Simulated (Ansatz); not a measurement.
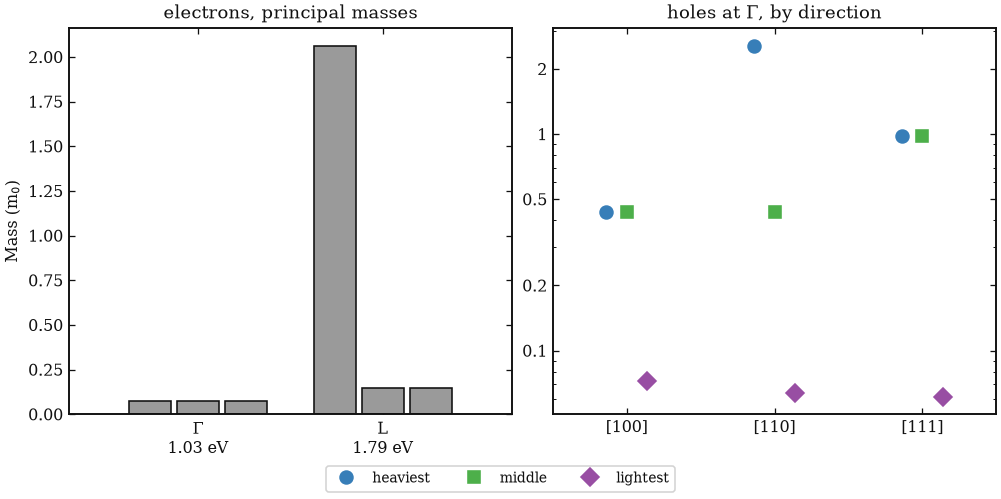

Effective masses at the band extrema of zincblende InP, space group F-43m (No. 216), 2 atoms in the primitive cell, in a cell relaxed beforehand (cubic a = 5.907 Å), in units of the free-electron mass, from finite differences of the levels. Left, the three principal masses of each conduction valley, with its energy above the valence top; right, the masses of the bands that meet at the valence top.

Ansatz 0.2.0; r2SCAN, Ansatz PAW set, no spin polarisation, no spin-orbit coupling, 6×6×6 k mesh, 500 eV cutoff.

**What are the masses of the lowest valley?**

It lies at Γ, 1.03 eV above the valence top, and is isotropic with m* = 0.0729.

**How do the hole masses depend on direction?**

Along [100] 0.437, 0.437 and 0.0725; along [110] 2.56, 0.437 and 0.0637; along [111] 0.978, 0.978 and 0.0613.

| valley | energy (eV) | valleys | m1 | m2 | m3 |
| --- | --- | --- | --- | --- | --- |
| Γ | 1.03 | 1 | 0.0729 | 0.0729 | 0.0729 |
| L | 1.79 | 4 | 2.06 | 0.145 | 0.145 |

Spin-orbit coupling is left out, which matters for In. The PAW data sets were made with another functional. LDA, GGA and most meta-GGA functionals understate gaps. Without spin-orbit coupling the bands that meet at the top aren't the heavy and light holes of experiment. An understated gap makes light masses too light.
